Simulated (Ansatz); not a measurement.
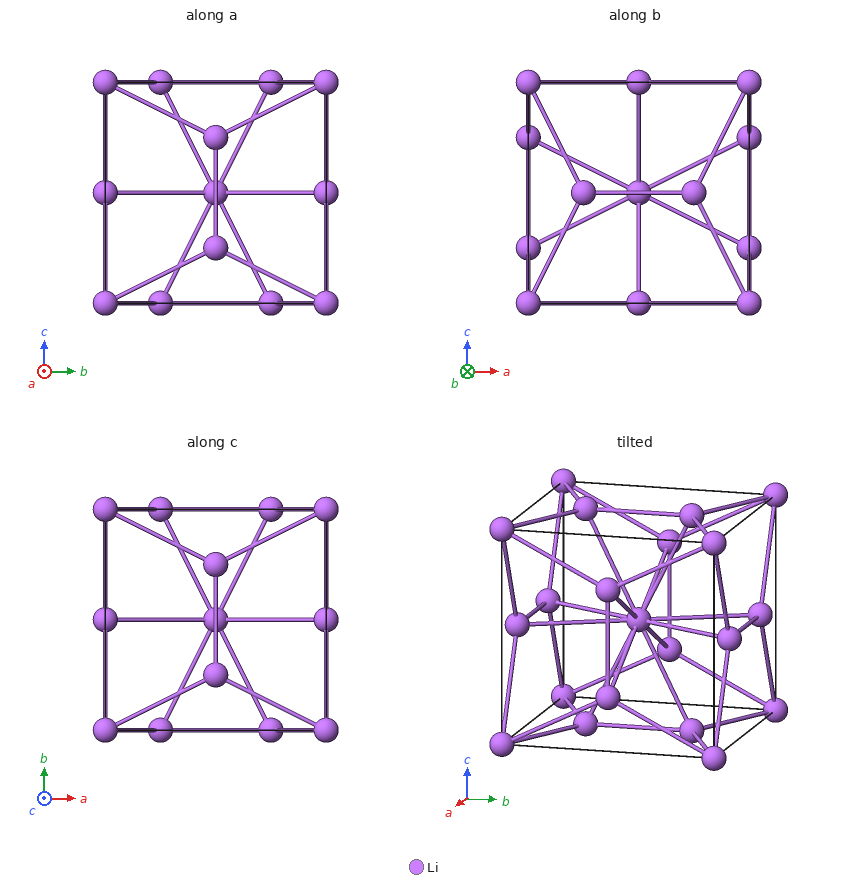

The image is a ball-and-stick drawing of a crystal, viewed along the a axis, along the b axis, along the c axis and slightly off an axis. One conventional unit cell is framed, with atoms on its boundary repeated.

Lattice parameters: a = 5.4530 Å, b = 5.4530 Å, c = 5.4530 Å, α = 90.000°, β = 90.000°, γ = 90.000°.

**Write down what is shown as a CIF with its space group and independent sites.**

```cif
data_structure
_symmetry_space_group_name_H-M 'P m -3 n'
_symmetry_Int_Tables_number 223
_cell_length_a 5.4530
_cell_length_b 5.4530
_cell_length_c 5.4530
_cell_angle_alpha 90.000
_cell_angle_beta 90.000
_cell_angle_gamma 90.000
_cell_volume 162.15
loop_
_atom_site_label
_atom_site_type_symbol
_atom_site_symmetry_multiplicity
_atom_site_Wyckoff_symbol
_atom_site_fract_x
_atom_site_fract_y
_atom_site_fract_z
_atom_site_occupancy
Li1 Li 2 a 0.5000 0.5000 0.5000 1
Li2 Li 6 c 0.2500 0.0000 0.5000 1
```

The structure comes from a structure type filled with this element by a generator (whether the element takes this form wasn't checked). Earlier steps of the study may have refined or changed the cell and positions. It went into a calculation with Ansatz.
